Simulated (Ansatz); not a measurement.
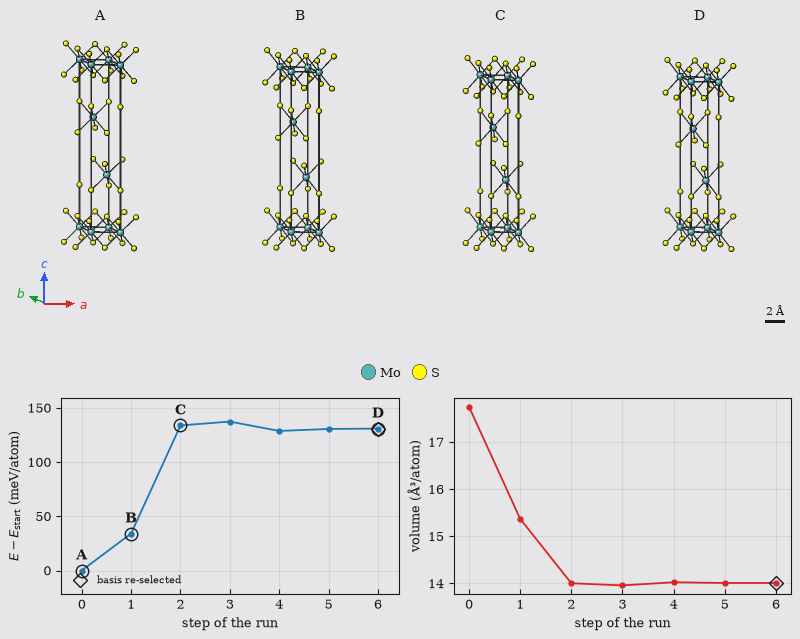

Frames of a relaxation of a crystal of MoS2 (set up in R-3m), marked on the history of the run. A ball-and-stick model of the conventional cell (3 times the calculation's cell), seen slightly off an axis. Lengths and directions refer to the drawn axes.

The run lets cell and atoms move.

These are results of Kohn-Sham DFT of a periodic cell, PBEsol, Ansatz PAW in Ansatz 0.2.0, not measurements.

Input
```yaml
crystal:
  lattice:
    - [1.5855, 0.9153888518, 6.1149966667]
    - [-1.5855, 0.9153888518, 6.1149966667]
    - [0.0, -1.8307777036, 6.1149966667]
  atoms:
    - { symbol: Mo, position: [0.0, 0.0, 0.0] }
    - { symbol: S, position: [0.25, 0.25, 0.25] }
    - { symbol: S, position: [0.75, 0.75, 0.75] }
hamiltonian:
  xc: pbesol
  pseudopotentials: { kind: paw }
kpoints:
  mp_grid: { grid: [10, 10, 10] }
scf:
  occupations: { method: fermi_dirac, width: 0.05 }
output:
  forces: true
  stress: true
  eigenvalues: true
relax:
  f_tol: 0.01
  max_steps: 40
  cell: { stress_tol: 0.05, p_target: 20.0 }
```

Command:
```bash
ansatz run input.yaml --threads 2 --pin off --max-ram 5632MiB --backend cpu --events-out ev --progress --plain --runs-dir out
```

### What happens along the run?

The energy rises by 131 meV per atom in 5 accepted moves (6 points after the start). With the target pressure of 20 GPa, the enthalpy E + pV changes by −336 meV per atom. Largest force component: 0.76 eV/Å at the start, 0.00025 eV/Å at the end. The pressure goes from 2.86 to 20.00 GPa. The SCF was repeated once at an unchanged geometry on a basis and grid sized afresh for the cell, which shifted the energy by 0.3 meV per atom at most. The largest moves relative to the cell, 0.25 Å, are those of S atoms. Mo stays in place. The drawn cell changes as follows: a = b 3.171 → 2.972 Å (−6.3 %), c 18.345 → 16.480 Å (−10.2 %); the volume changes by −21.1 %. Among the contacts that change: S–S 3.564 → 2.821 Å, Mo–Mo 3.171 → 2.972 Å, Mo–S 2.385 → 2.365 Å. Bond angles that change, for instance: Mo–S–Mo 83.3° → 77.9°, S–Mo–S 96.7° → 102.1°, S–Mo–S 83.3° → 77.9°. The space group stays R-3m (No. 166). Cost: 38 s on 2 threads of Intel(R) Xeon(R) Processor @ 2.50GHz (Skylake/Cascade Lake), on a shared host, peak memory 0.45 GiB. From step 0 to 1: S atoms move most (0.14 Å), volume −13.4 %, energy +34.1 meV per atom. From step 1 to 2: S atoms move most (0.11 Å), volume −8.9 %, energy +99.7 meV per atom. From step 2 to 6: energy −2.9 meV per atom.

```json
{"step": "0", "E − E(0), meV/atom": "0.00", "largest force component, eV/Å": "0.7587", "pressure, GPa": "2.86", "volume, Å³/atom": "17.750", "note": ""}
{"step": "1", "E − E(0), meV/atom": "34.10", "largest force component, eV/Å": "0.7427", "pressure, GPa": "12.96", "volume, Å³/atom": "15.371", "note": ""}
{"step": "2", "E − E(0), meV/atom": "133.78", "largest force component, eV/Å": "0.1467", "pressure, GPa": "21.18", "volume, Å³/atom": "14.004", "note": ""}
{"step": "3", "E − E(0), meV/atom": "137.35", "largest force component, eV/Å": "0.0442", "pressure, GPa": "20.34", "volume, Å³/atom": "13.958", "note": ""}
{"step": "4", "E − E(0), meV/atom": "128.71", "largest force component, eV/Å": "0.0047", "pressure, GPa": "19.86", "volume, Å³/atom": "14.024", "note": ""}
{"step": "5", "E − E(0), meV/atom": "130.54", "largest force component, eV/Å": "0.0006", "pressure, GPa": "20.00", "volume, Å³/atom": "14.009", "note": ""}
{"step": "6", "E − E(0), meV/atom": "130.87", "largest force component, eV/Å": "0.0003", "pressure, GPa": "20.00", "volume, Å³/atom": "14.009", "note": "same geometry, new basis"}
```

Limits of the set-up: layers or molecules are held without a dispersion correction, so their spacing is unreliable.
